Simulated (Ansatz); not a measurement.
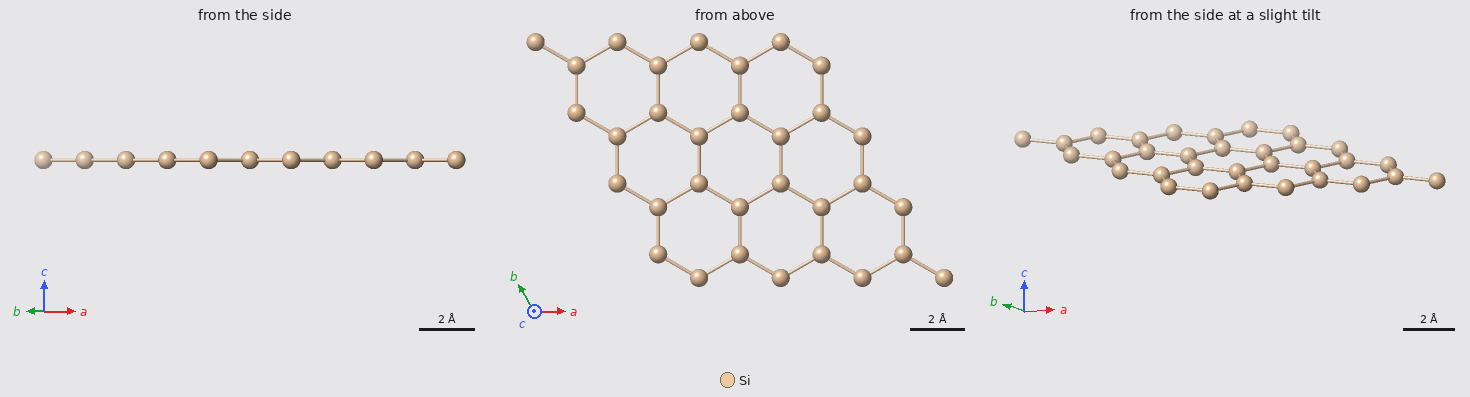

A ball-and-stick picture of a periodic sheet, seen from the side, from above and from the side at a slight tilt. The surface normal points up in side views; the vacuum is left out. 4×4 cells are drawn in the plane, with atoms at the edges repeated.

The cell holds 2 Si.

Question: What is its extent along the surface normal?

Answer: About 0.0 Å from the lowest to the highest atom.

Question: How are the atoms coordinated and connected?

Answer: Around each Si lie three Si in a trigonal planar arrangement at about 1.8 Å. The bonds build Si layers parallel to the surface.

Starting structure: a structure listed in the Materials Project, with elements exchanged, so it need not be a known form of the compound. The cell was then strained or its atoms displaced on purpose. Ansatz was used for an electronic-structure calculation on it.

At this level of theory the run's own cell isn't at rest (compressed, at 59 GPa), so its distances can differ from those at equilibrium, the more so the softer the solid.
